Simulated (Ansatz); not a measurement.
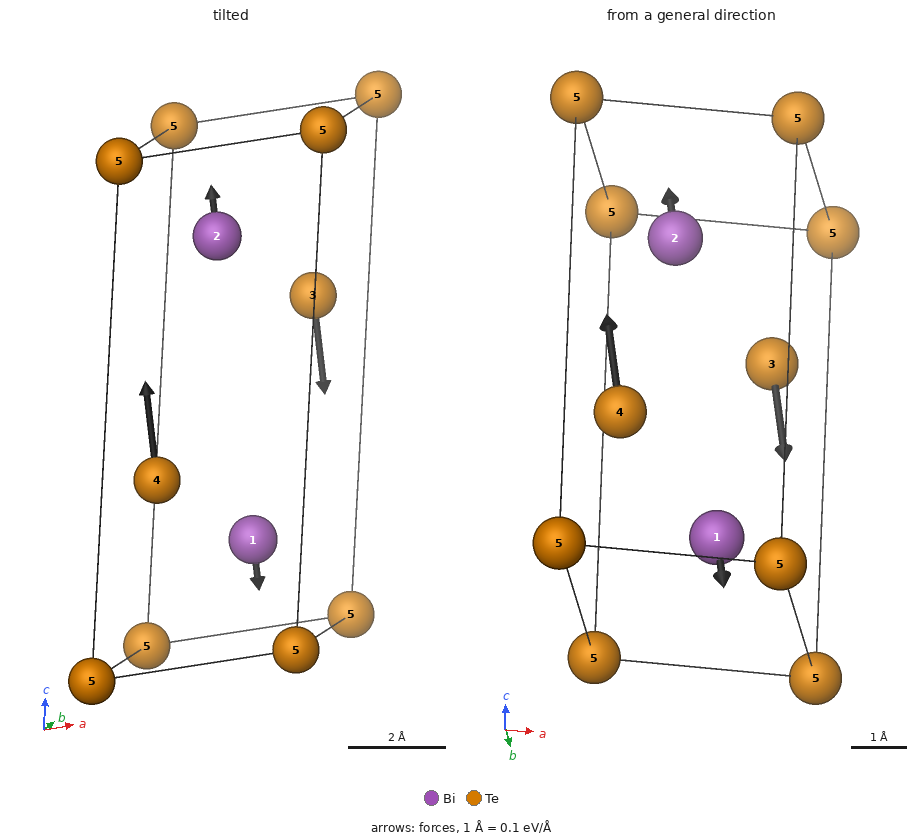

The crystal in a spheres-only representation, seen slightly off an axis and from a general direction. The edges of the cell (the run's own, in a reduced setting) are marked. The arrows are the computed forces on the atoms.

System: Bi2Te3. The numbers come from DFT, PBE, plane waves, PAW in Ansatz 0.2.0, using an energy cutoff of 420 eV, k-points about 0.21 Å⁻¹ apart, Fermi-Dirac smearing of 0.02 eV, no spin polarisation.

### Would an optimiser stop at this geometry?

No. The atoms still feel forces of up to about 0.16 eV/Å, above a usual threshold of 0.01 to 0.03 eV/Å.

### Which atom is pushed hardest?

Te3 and Te4, about 0.16 eV/Å.

The structure comes from a structure type filled with these elements by a generator (whether the compound takes this form wasn't checked). Earlier steps of the study may have refined or changed the cell and positions. It was the input of a calculation with Ansatz.
